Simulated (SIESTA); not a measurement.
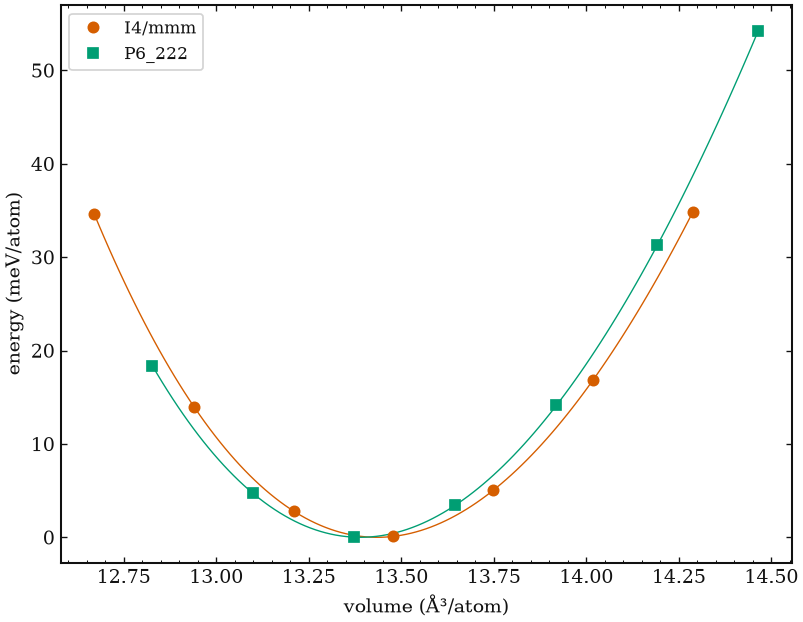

Caption: Energy against volume, with one curve for each structure, for Si₂W. Each energy curve has its own zero, so the curves don't rank the structures.

Settings that differ: I4/mmm: k mesh 12×12×12; P6_222: k mesh 5×5×3.

The fitted equilibrium volumes, smallest first, are P6_222 13.389, I4/mmm 13.435 Å³/atom. The fitted bulk moduli, smallest first, are I4/mmm 229.9, P6_222 231.3 GPa.

Computed with SIESTA 5.4.2: DFT in numerical atomic orbitals with pseudopotentials, no spin polarisation; energies at scaled volumes of the given cell, shape and fractions fixed, counted from the fit's minimum, third-order Birch-Murnaghan fit. Level: PBEsol.

| setting | value |
| --- | --- |
| occupations | Fermi–Dirac |
| smearing width | 0.05 eV |
| potentials | PseudoDojo 0.4 standard, converted to PSML, two zetas on semicore shells |

Note: mulliken charges of long orbitals; short basis over semicore shells; shape and atomic fractions are frozen while scaling, which makes layered, chain and framework solids too stiff.
